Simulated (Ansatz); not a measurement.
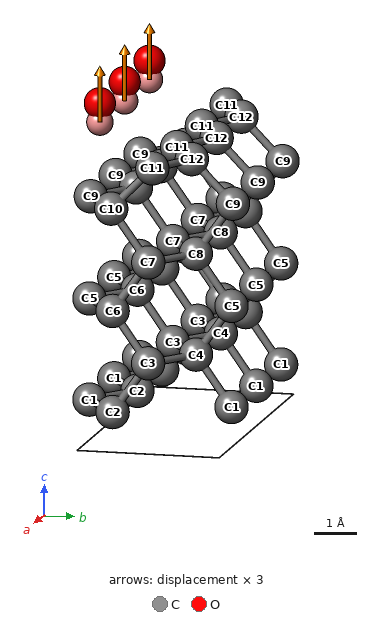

A constrained relaxation of a slab of composition C12O (cut from the Fd-3m phase). The starting structure is drawn faded, the final one solid; orange arrows show the displacements, magnified 3 times.

A ball-and-stick model of the 3 × 1 repeat of the cell, outlined in the plane, without the vacuum, seen slightly off an axis.

Case: O over the place (1/4, 2/4) of the surface cell, its height relaxed. The slab is the (1 1 0) face of C with O on it. 12 atoms are held fixed.

The calculation used Ansatz 0.2.0, DFT PBEsol, scalar-relativistic, plane waves, PAW.

Input
```yaml
crystal:
  lattice:
    - [2.5129226041, 0.0, 0.0]
    - [0.0, 3.5538092279, 0.0]
    - [0.0, 0.0, 25.2823065103]
  atoms:
    - { symbol: C, position: [0.5, 0.0, 0.3362035025] }
    - { symbol: C, position: [0.0, 0.25, 0.3362035025] }
    - { symbol: C, position: [0.0, 0.5, 0.3859007602] }
    - { symbol: C, position: [0.5, 0.75, 0.3859007602] }
    - { symbol: C, position: [0.5, 0.0, 0.4355980179] }
    - { symbol: C, position: [0.0, 0.25, 0.4355980179] }
    - { symbol: C, position: [0.0, 0.5012213661, 0.4850750696] }
    - { symbol: C, position: [0.5, 0.7487786339, 0.4850750696] }
    - { symbol: C, position: [0.5, 0.0097937657, 0.5360759099] }
    - { symbol: C, position: [0.0, 0.2402062343, 0.5360759099] }
    - { symbol: C, position: [0.0, 0.5296167304, 0.5777788143] }
    - { symbol: C, position: [0.5, 0.7203832696, 0.5777788143] }
    - { symbol: O, position: [0.25, 1.0296167304, 0.6038840274], spin: 2.0 }
basis:
  ecutwfc: 420
kpoints:
  mp_grid: { grid: [11, 8, 1] }
hamiltonian:
  xc: pbesol
scf:
  occupations: { method: gaussian, width: 0.05 }
output:
  forces: true
  eigenvalues: true
  populations: true
magnetization:
  spin_polarized: true
relax:
  adjacent_minimum: "off"
  f_tol: 0.02
  max_steps: 25
  constraints:
    - { sites: [0, 1, 2, 3, 4, 5, 6, 7, 8, 9, 10, 11] }
    - { site: 12, fix: xy }
efield:
  axis: 3
  dipole_correction: true
  ramp_width: 0.04
```

Command:
```bash
ansatz run input.yaml --threads 2 --pin off --max-ram 5120MiB --backend cpu --events-out ev --progress --plain --runs-dir out
```

> Describe the change and its energy.

O13 moves most: 0.47 Å along the normal (+c). C stays in place. The lattice vectors keep their values. Among the contacts that change: C9–O13 1.827 → 2.274 Å, C10–O13 1.973 → 2.393 Å, C12–O13 1.428 → 1.697 Å. Bond angles that change, for instance: C9–C12–O13 78.1° → 91.4°, C11–C12–O13 138.8° → 129.3°. Over 4 accepted moves (5 points after the start) the energy falls by 1.697 eV per cell of the calculation. The largest force component goes from 7.4 to 0.0084 eV/Å. 1 step only repeated the SCF at the same geometry. The program noted that the starting moments weren't kept. Cost: 5.7 min on 2 threads of Arm Neoverse V2, on a shared host, peak memory 0.89 GiB.

Limits of the set-up: the periodic images lie only 2.5 Å apart, so the values are limited by the cell's size.
